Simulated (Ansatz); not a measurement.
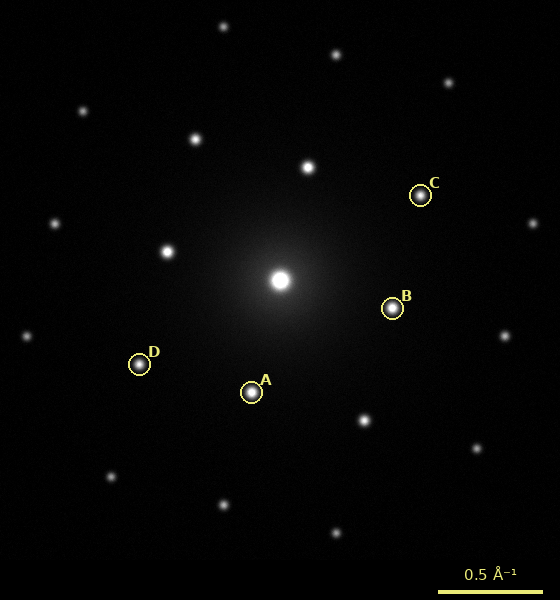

The pattern is a kinematic simulation for 80 kV electrons (no multiple scattering; isotropic B = 1 Å²). The zone axis points towards the electron source and the pattern is seen from the source side.

Cu, space group Fm-3m (No. 225), a = 3.577 Å. Structure: coordinates from a relaxation with DFT r2SCAN, scalar-relativistic, plane waves, PAW (Ansatz); the starting structure was generated, so it need not be a known form of this composition.

Spot A is indexed -2 0 0 and spot B 0 -2 0.

**Index the other marked spots.**

C = −A + B = 2 -2 0 (d = 1.265 Å). D = A − B = -2 2 0 (d = 1.265 Å).

**Find the zone axis.**

The cross product of A and B is parallel to [001]; every spot obeys hu + kv + lw = 0.
